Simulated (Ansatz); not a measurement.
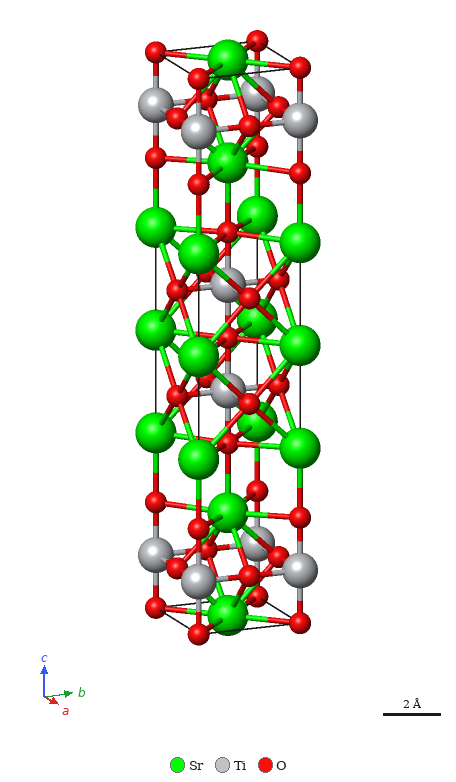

*The structure as given in the input (ball-and-stick view of the cell 2 times as large as that of the calculation, set on its symmetry axes, seen slightly off an axis). An atom can appear more than once, as a periodic image.*

**Single-point calculation, with input and output: Sr$_{3}$Ti$_{2}$O$_{7}$ (part 1 of 2)**

- system: Sr$_{3}$Ti$_{2}$O$_{7}$ (I4/mmm, 12 atoms in the cell)
- method: DFT r2SCAN, scalar-relativistic, plane waves, PAW, spin-polarised (Ansatz 0.2.0)

The structure derives from an entry of the Crystallography Open Database.

Input file
```yaml
crystal:
  lattice:
    - [-1.9495, 1.9495, 10.199995]
    - [1.9495, -1.9495, 10.199995]
    - [1.9495, 1.9495, -10.199995]
  atoms:
    - { symbol: Sr, position: [0.5, 0.5, 0.0] }
    - { symbol: Sr, position: [0.315, 0.315, 0.0] }
    - { symbol: Sr, position: [0.685, 0.685, 0.0] }
    - { symbol: Ti, position: [0.095, 0.095, 0.0], spin: 1.0 }
    - { symbol: Ti, position: [0.905, 0.905, 0.0], spin: 1.0 }
    - { symbol: O, position: [0.0, 0.0, 0.0] }
    - { symbol: O, position: [0.19, 0.19, 0.0] }
    - { symbol: O, position: [0.81, 0.81, 0.0] }
    - { symbol: O, position: [0.595, 0.095, 0.5] }
    - { symbol: O, position: [0.095, 0.595, 0.5] }
    - { symbol: O, position: [0.405, 0.905, 0.5] }
    - { symbol: O, position: [0.905, 0.405, 0.5] }
basis:
  ecutwfc: 500
kpoints:
  mp_grid: { grid: [6, 6, 6] }
hamiltonian:
  xc: r2scan
scf:
  occupations: { method: gaussian, width: 0.1 }
  lower_state_search: "off"
output:
  forces: true
  stress: true
  eigenvalues: true
  populations: true
magnetization:
  spin_polarized: true
```

Run as:
```bash
ansatz run input.yaml --threads 2 --pin off --max-ram 5120MiB --backend cpu --events-out ev --progress --plain --runs-dir out
```

The program's output
```
basis.fft_grid_basis auto: the FFT boxes are laid along the combinations [[1, 0, 1], [0, 1, 1], [0, 0, 1]] of the cell's own vectors, 3.899, 3.899 and 10.566 Å long. The dense box has 30×30×80 points. Along the cell's own vectors, as sized, it would have 80×80×80, 7.11 times as many. Of the 16 symmetry operations that the crystal satisfies within crystal.symmetry.tolerance (time reversal apart; of a slab, those that keep its plane) the dense box along the cell's own vectors carries 16, and the one as laid loses 12 of those. basis.fft_grid_basis: typed keeps the cell's own vectors: state it where this run's energies or levels are differenced outside the engine with another run's, or held beside a run that keeps those vectors.
Engine: ansatz 0.2.0, x86_64-unknown-linux-gnu
Pseudopotentials: kind: paw
Pseudopotential: Sr, paw, valence charge 10, recommended cutoff 500 eV (meta_gga), Sr.paw.azcp
Pseudopotential: Ti, paw, valence charge 12, recommended cutoff 500 eV (meta_gga), Ti.paw.azcp
Pseudopotential: O, paw, valence charge 6, recommended cutoff 500 eV (meta_gga), O.paw.azcp
Functional definition: r2SCAN
  parameter k0 = 0.174
  parameter k1 = 0.065
  parameter a1 = 4.9479
  exchange = r2scan_x(k0 = k0, k1 = k1, a1 = a1)
  correlation = r2scan_c
Crystal: 12 atoms, lattice volume = 155.062 Å³
Basis set: ecut = 500 eV, 3885 PW (Γ), FFT grids on a1+a3, a2+a3, a3, exchange–correlation on 120×120×320 points (64 copies of the dense FFT grid, shifted against one another)
Bands: 61, of which v1, the nominal top of the filled ones, is band 48 counted from 1 (47 counted from 0)
Symmetry: 16 space group operations
Space group: I4/mmm (ITA 139), of the structure as read, at distance tolerance 5.4e-5 Å
Magnetic group: BNS 139.531 (UNI 1191), of the structure as read, at distance tolerance 5.4e-5 Å
k-points: 30 of 216
Non-local potential: Sr, projectors of the file, l = 0: 3, l = 1: 2, l = 2: 2
Non-local potential: Ti, projectors of the file, l = 0: 3, l = 1: 2, l = 2: 3, l = 3: 1
Non-local potential: O, projectors of the file, l = 0: 2, l = 1: 2, l = 2: 1
PAW form: soft (Blöchl's): semilocal exchange-correlation on the pseudo side does not see the compensation charge
PAW frozen core: Sr, regenerated for the run's functional (the file was generated under x = pbe(κ = 0.804, μ = 0.2195149727645171), c = pbe(β = 0.06672455060314922))
PAW frozen core: Ti, regenerated for the run's functional (the file was generated under x = pbe(κ = 0.804, μ = 0.2195149727645171), c = pbe(β = 0.06672455060314922))
PAW frozen core: O, regenerated for the run's functional (the file was generated under x = pbe(κ = 0.804, μ = 0.2195149727645171), c = pbe(β = 0.06672455060314922))
PAW one-centre angular grid: Sr, 302 points (default); XC on 160 Gauss nodes
PAW one-centre angular grid: Ti, 590 points (default); XC on 160 Gauss nodes
PAW one-centre angular grid: O, 302 points (default); XC on 160 Gauss nodes
Initial density: superposition of atomic densities (chi_scale 0.1, normalization cell, long waves kept (reshape's long-wave potential 0.89 eV rms))
Starting moments: Σ|m| = 2 μB on 2 of 12 sites
Initial wavefunctions: pseudopotential atomic-orbital guess
Functional: x = r2scan, c = r2scan; τ floored in thin density (d = 2e-4 eV/Å³)
SCF iter   1: F=-19672.257600 eV  HF=-19676.460807 eV  |F-HF|=4.20e0  |Δ(HF+E_count)|=         —  Δρ=4.91e-2 (↑4.91e-2 ↓2.97e-2)  dr2=8.22e0  dr2_τ=2.16e-1  dr2_m=1.15e0  M=0.000 μB ∫|m|=0.456 μB  β_m=0.30  ethr=3.10e-3  ⟨swp⟩=10.9  Hψ=20390  notcnv=0
preconditioner: auto → Resta (q_TF=auto, 2.519 Å⁻¹)  ε∞=4.2  [insulator: Δε(μ)=2.619 eV  Ē_g=14.333 eV  σ=0.100 eV  W_gap=1.00  n_scr=44 (ndim 8)  ℏωp=25.7 eV  f_vac=0.000  D(μ)=0.00/eV (n_scr^D=0)  ε∞_Penn≈4.2]
spin=Collinear: Resta preconditioning applied to the charge; magnetization (m = ρ↑ − ρ↓) channel mixes plain (no charge-response kernel on spin).
SCF iter   2: F=-19675.056400 eV  HF=-19676.590484 eV  |F-HF|=1.53e0  |Δ(HF+E_count)|=   1.30e-1  Δρ=3.23e-2 (↑3.23e-2 ↓2.37e-2)  dr2=3.41e0  dr2_τ=3.16e-2  dr2_m=5.83e-1  M=0.000 μB ∫|m|=0.438 μB  β_m=0.30  ethr=3.10e-3  ⟨swp⟩=3.9  Hψ=7633  notcnv=0  defer=352  κ⁻¹=1.0e0(r=1)
SCF iter   3: F=-19676.464445 eV  HF=-19676.500851 eV  |F-HF|=3.64e-2  |Δ(HF+E_count)|=   8.96e-2  Δρ=2.05e-2 (↑1.31e-2 ↓2.05e-2)  dr2=4.51e-1  dr2_τ=2.19e-2  dr2_m=2.89e-1  M=0.000 μB ∫|m|=0.419 μB  β_m=0.30  ethr=3.10e-3  ⟨swp⟩=3.4  Hψ=8723  notcnv=0  defer=403  κ⁻¹=4.0e-3(r=2)
SCF iter   4: F=-19676.319020 eV  HF=-19676.661941 eV  |F-HF|=3.43e-1  |Δ(HF+E_count)|=   1.61e-1  Δρ=1.73e-2 (↑1.73e-2 ↓8.99e-3)  dr2=5.21e-1  dr2_τ=1.18e-2  dr2_m=1.75e-1  M=0.000 μB ∫|m|=0.287 μB  β_m=0.30  ethr=4.69e-4  ⟨swp⟩=3.0  Hψ=7405  notcnv=0  defer=417  κ⁻¹=2.6e-3(r=3)
SCF iter   5: F=-19676.603702 eV  HF=-19676.625152 eV  |F-HF|=2.15e-2  |Δ(HF+E_count)|=   3.68e-2  Δρ=1.05e-2 (↑1.05e-2 ↓7.26e-3)  dr2=9.95e-2  dr2_τ=2.87e-3  dr2_m=9.34e-2  M=0.000 μB ∫|m|=0.245 μB  β_m=0.30  ethr=4.69e-4  ⟨swp⟩=2.1  Hψ=5038  notcnv=0  defer=428  κ⁻¹=9.1e-4(r=4)
SCF iter   6: F=-19676.659337 eV  HF=-19676.637826 eV  |F-HF|=2.15e-2  |Δ(HF+E_count)|=   1.27e-2  Δρ=6.15e-3 (↑6.15e-3 ↓6.04e-3)  dr2=4.12e-3  dr2_τ=1.49e-3  dr2_m=5.15e-2  M=0.000 μB ∫|m|=0.203 μB  β_m=0.30  ethr=1.04e-4  ⟨swp⟩=2.0  Hψ=5552  notcnv=0  defer=430  κ⁻¹=4.5e-5(r=5)
SCF iter   7: F=-19676.661833 eV  HF=-19676.650183 eV  |F-HF|=1.16e-2  |Δ(HF+E_count)|=   1.24e-2  Δρ=4.77e-3 (↑4.77e-3 ↓4.33e-3)  dr2=6.75e-4  dr2_τ=5.17e-4  dr2_m=2.93e-2  M=0.000 μB ∫|m|=0.164 μB  β_m=0.30  ethr=4.29e-6  ⟨swp⟩=2.4  Hψ=6144  notcnv=0  defer=430
Mixer restart at iter 7: flushing history
spin-set hold released at iteration 7 (site moments contracting): the magnetisation degrees of freedom join the quasi-Newton model from the next iteration; the mixer history was flushed
SCF iter   8: F=-19676.663218 eV  HF=-19676.656356 eV  |F-HF|=6.86e-3  |Δ(HF+E_count)|=   6.17e-3  Δρ=3.52e-3 (↑3.52e-3 ↓3.36e-3)  dr2=2.58e-4  dr2_τ=2.87e-4  dr2_m=1.68e-2  M=0.000 μB ∫|m|=0.134 μB  β_m=0.30  ethr=7.04e-7  ⟨swp⟩=2.0  Hψ=5322  notcnv=0  defer=430  κ⁻¹=1.0e0(r=1)
SCF iter   9: F=-19676.665128 eV  HF=-19676.664949 eV  |F-HF|=1.79e-4  |Δ(HF+E_count)|=   8.59e-3  Δρ=5.82e-4 (↑5.82e-4 ↓5.79e-4)  dr2=8.39e-5  dr2_τ=1.20e-5  dr2_m=4.64e-4  M=0.000 μB ∫|m|=0.043 μB  β_m=0.30  ethr=2.69e-7  ⟨swp⟩=3.0  Hψ=6923  notcnv=0  defer=430  κ⁻¹=3.8e-3(r=2)
SCF iter  10: F=-19676.665168 eV  HF=-19676.665063 eV  |F-HF|=1.06e-4  |Δ(HF+E_count)|=   1.14e-4  Δρ=4.17e-4 (↑4.17e-4 ↓3.63e-4)  dr2=1.59e-5  dr2_τ=5.10e-6  dr2_m=2.14e-4  M=0.000 μB ∫|m|=0.029 μB  β_m=0.30  ethr=8.74e-8  ⟨swp⟩=2.0  Hψ=6172  notcnv=0  defer=428  κ⁻¹=1.7e-3(r=3)
SCF iter  11: F=-19676.665228 eV  HF=-19676.665211 eV  |F-HF|=1.68e-5  |Δ(HF+E_count)|=   1.49e-4  Δρ=1.71e-4 (↑1.44e-4 ↓1.71e-4)  dr2=4.07e-6  dr2_τ=1.02e-6  dr2_m=3.46e-5  M=0.000 μB ∫|m|=0.013 μB  β_m=0.30  ethr=1.66e-8  ⟨swp⟩=3.0  Hψ=6876  notcnv=0  defer=428  κ⁻¹=5.2e-4(r=4)
SCF iter  12: F=-19676.665239 eV  HF=-19676.665239 eV  |F-HF|=7.37e-7  |Δ(HF+E_count)|=   2.75e-5  Δρ=6.64e-5 (↑2.86e-5 ↓6.64e-5)  dr2=2.47e-6  dr2_τ=1.47e-7  dr2_m=2.99e-6  M=0.000 μB ∫|m|=0.004 μB  β_m=0.30  ethr=4.24e-9  ⟨swp⟩=3.1  Hψ=7036  notcnv=0  defer=426  κ⁻¹=1.3e-4(r=5)
SCF iter  13: F=-19676.665242 eV  HF=-19676.665242 eV  |F-HF|=5.12e-7  |Δ(HF+E_count)|=   2.93e-6  Δρ=1.38e-5 (↑1.38e-5 ↓1.25e-5)  dr2=2.42e-8  dr2_τ=8.06e-9  dr2_m=2.37e-7  M=0.000 μB ∫|m|=0.001 μB  β_m=0.30  ethr=1.04e-10  ⟨swp⟩=16.0  Hψ=25075  notcnv=0  κ⁻¹=2.2e-6(r=6)
iter 14 did not close the SCF: its close was put off for a magnetic moment that had not settled (scf_convergence_deferred on its scf_iter line)
SCF iter  14: F=-19676.665242 eV  HF=-19676.665242 eV  |F-HF|=1.18e-7  |Δ(HF+E_count)|=   5.01e-7  Δρ=7.06e-6 (↑7.06e-6 ↓5.92e-6)  dr2=6.40e-9  dr2_τ=2.16e-9  dr2_m=5.78e-8  M=0.000 μB ∫|m|=0.000 μB  β_m=0.30  ethr=2.52e-11  ⟨swp⟩=4.5  Hψ=12566  notcnv=0  κ⁻¹=1.1e-6(r=7)
iter 15 did not close the SCF: its close was put off for a magnetic moment that had not settled (scf_convergence_deferred on its scf_iter line)
SCF iter  15: F=-19676.665242 eV  HF=-19676.665242 eV  |F-HF|=5.53e-9  |Δ(HF+E_count)|=   1.47e-7  Δρ=1.89e-6 (↑1.89e-6 ↓1.86e-6)  dr2=1.35e-9  dr2_τ=1.80e-10  dr2_m=4.65e-9  M=0.000 μB ∫|m|=0.000 μB  β_m=0.30  ethr=6.66e-12  ⟨swp⟩=1.9  Hψ=12101  notcnv=0  κ⁻¹=3.7e-8(r=8)
iter 16 did not close the SCF: its close was put off for a magnetic moment that had not settled (scf_convergence_deferred on its scf_iter line)
SCF iter  16: F=-19676.665242 eV  HF=-19676.665242 eV  |F-HF|=8.33e-10  |Δ(HF+E_count)|=   7.06e-9  Δρ=7.79e-7 (↑7.79e-7 ↓7.60e-7)  dr2=1.19e-10  dr2_τ=2.64e-11  dr2_m=8.15e-10  M=0.000 μB ∫|m|=0.000 μB  β_m=0.30  ethr=1.41e-12  ⟨swp⟩=1.1  Hψ=10425  notcnv=0  κ⁻¹=2.0e-8(r=8)
iter 17 did not close the SCF: its close was put off for a magnetic moment that had not settled (scf_convergence_deferred on its scf_iter line)
SCF iter  17: F=-19676.665242 eV  HF=-19676.665242 eV  |F-HF|=3.64e-11  |Δ(HF+E_count)|=   1.05e-9  Δρ=3.00e-7 (↑2.76e-7 ↓3.00e-7)  dr2=8.26e-11  dr2_τ=3.57e-12  dr2_m=9.67e-11  M=0.000 μB ∫|m|=0.000 μB  β_m=0.30  ethr=1.00e-12  ⟨swp⟩=1.1  Hψ=9500  notcnv=0  κ⁻¹=1.4e-7(r=8)
SCF iter  18: F=-19676.665242 eV  HF=-19676.665242 eV  |F-HF|=7.28e-12  |Δ(HF+E_count)|=  9.09e-11  Δρ=9.08e-8 (↑8.48e-8 ↓9.08e-8)  dr2=2.88e-12  dr2_τ=3.81e-13  dr2_m=1.02e-11  M=0.000 μB ∫|m|=0.000 μB  ethr=1.00e-12  ⟨swp⟩=1.0  Hψ=8925  notcnv=0
WARN: the starting moments were not kept: the SCF closed with an absolute magnetisation of 6.0e-6 μB, where they sum to 2 μB in size (2 sites). That is at most 0.1 of that sum. Measured as dr2_m measures the in/out step, that magnetisation stands 5.6e-12 eV from none, at or under the dr2_threshold of 1.0e-7 eV: it is no larger than a step whose dr2_m would equal this threshold. The system may hold no moment; this SCF shows only that its start led to no more than that. To try another start: raise the starting moments (crystal.atoms[].spin, magnetization.per_species, magnetization.initial_magnetization, or on a non-collinear deck that types none of these the spinor_matrix: blocks that start its atoms; where the total moment is fixed, keep their sum and leave initial_magnetization as it is; typed ones take the place of any that the run laid by itself, positive ones on a crystal's lanthanoids without a Hubbard term where scf.initial_density.shell_occupations: [] is typed) or, if the notice of its spin-set hold's release reads "site moments contracting" or "site moments show no strong build", lengthen the hold (scf.mixing.spin_hold: { on: { confirm: 4 } }; for m-r²SCAN on two components see the key's manual first). Each may lead to a state that holds a moment. A second SCF, from the converged charge density, with the starting moments and any scf.initial_density.shell_occupations laid on it anew, would have followed, and was not run: the deck does not ask for one (magnetization.retry_lost_moments is false, the default). To let it run, set magnetization.retry_lost_moments: true and run the deck again, where that key's refused combinations let it; where memory then withholds it, that run's warning says so.
SCF 1 converged in 18 iterations: F = -19676.665242 eV  dr2 = 2.88e-12
  greatest PAW one-centre occupation: 1.000 electrons in one spin orbital (limit 2), on the Ti atom at site 4 (counted from 0), in its partial waves of l = 1
```

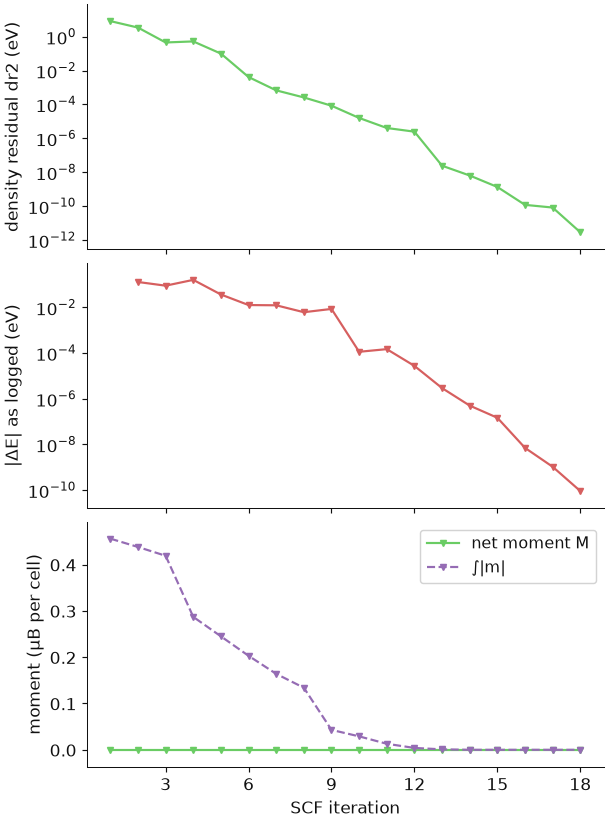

*Convergence of the self-consistent field: density residual dr2, size of the energy change and magnetic moment against the SCF iteration.*

The residual falls almost steadily, with no more than small rises. The net moment stays at 0.0 μB per cell, and ∫|m| falls to zero.
